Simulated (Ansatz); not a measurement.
## AlN (P6_3mc): how ε∞ follows the gap

The empty bands of AlN (P6_3mc) are shifted up rigidly by Δ, and ε∞ along x is computed for each shift. x, y and z are the Cartesian axes of the input cell.

The structure is hexagonal, space group P6_3mc (No. 186). Conventional cell: a = 3.113 Å, b = 3.113 Å, c = 4.981 Å, α = 90.00°, β = 90.00°, γ = 120.00°. Al on site b is surrounded by 4 N at 1.89 Å. N on site b is surrounded by 4 Al at 1.89 Å.

Method: Ansatz 0.2.0, PBE, independent particles, k-mesh 9×9×5 with interpolation inside its cells, Gaussian parameter 0.1 eV.

Launch of the response step: `ansatz run input.yaml --threads 4 --pin off --max-ram 8192MiB --backend cpu --events-out ev --progress --plain --runs-dir out`. The series took 3.9 min in all, on 4 threads of AMD EPYC (Zen 3) (shared host).

| Δ (eV) | ε∞ along x |
| --- | --- |
| 0.00 | ? |
| 0.40 | 4.437 |
| 0.80 | 4.299 |
| 1.20 | 4.171 |
| 1.60 | 4.055 |
| 2.00 | 3.947 |

With one effective transition at E₀ and fixed dipole strength, ε∞ − 1 = A/(E₀ + Δ), so 1/(ε∞ − 1) is linear in Δ.

Working, on the rows shown:

| x = Δ (eV) | y = 1/(ε∞ − 1) |
| --- | --- |
| 0.4 | 0.290951 |
| 0.8 | 0.303122 |
| 1.2 | 0.315358 |
| 1.6 | 0.327332 |
| 2 | 0.339328 |

Means: x̄ = 1.2, ȳ = 0.31522. Σ(x − x̄)(y − ȳ) = 0.04839, Σ(x − x̄)² = 1.6. Slope = 0.04839 / 1.6 = 0.03024; intercept = ȳ − slope · x̄ = 0.27893. Turned back into ε∞ along x, the line misses the rows shown by at most 0.0014.

Problem. What does the fit predict for the withheld row, and how well does it do?

Solution. At x = 0 the line gives y = 0.27893, that is 4.585. The run gave 4.590, so the extrapolation is off by 0.0049, 0.8 % of the range in the table.

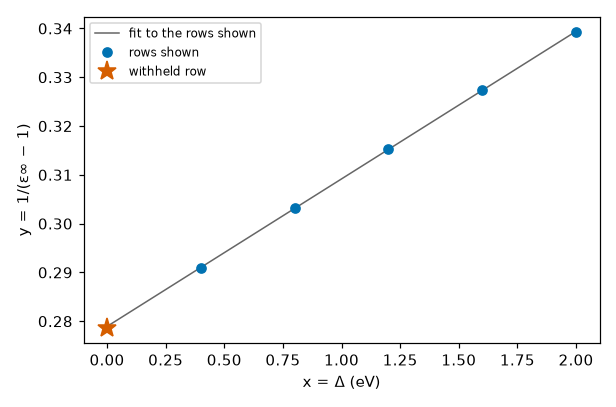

Refitted with all rows, the slope is 0.03038 and the intercept 0.27873. These give E₀ = intercept/slope = 9.2 eV, far above the least direct gap of 4.21 eV: most of the screening comes from transitions well over the edge. Over the first step ε∞ falls by 8 % per eV. The cell comes from an older database entry, whose edges can be off by a per cent or so. Excitons are left out and so are local fields; PBE gaps are as a rule too small.
